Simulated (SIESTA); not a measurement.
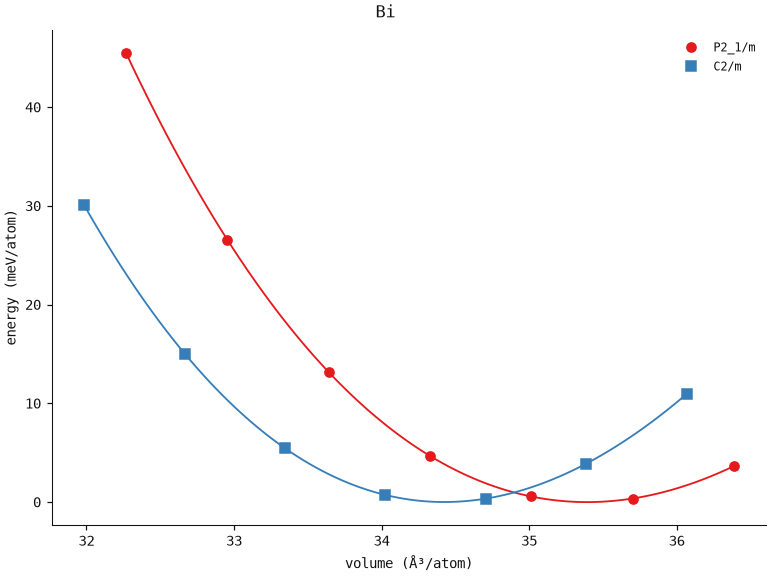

The picture above shows the energy against volume, with one curve for each structure, for Bi. Each energy curve has its own zero, so the curves don't rank the structures.

Calculation (SIESTA 5.4.2): DFT in numerical atomic orbitals with pseudopotentials, no spin polarisation; energies at scaled volumes of the given cell, shape and fractions fixed, counted from the fit's minimum, third-order Birch-Murnaghan fit. Level: PBE.

```
       setting                                                                     value
   occupations                                                               Fermi–Dirac
smearing width                                                                   0.05 eV
    potentials  PseudoDojo 0.4 standard, converted to PSML, two zetas on semicore shells
```

Settings that differ: P2_1/m: k mesh 6×6×4; C2/m: k mesh 6×6×9.

**Order the curves by fitted equilibrium volume, smallest first.**

C2/m 34.424, P2_1/m 35.392 Å³/atom.

**Order the curves by fitted bulk modulus, smallest first.**

P2_1/m 44.1, C2/m 48.7 GPa.

Limits of the calculation: mulliken charges of long orbitals; spin-orbit coupling left out, heavy elements; shape and atomic fractions are frozen while scaling, which makes layered, chain and framework solids too stiff.
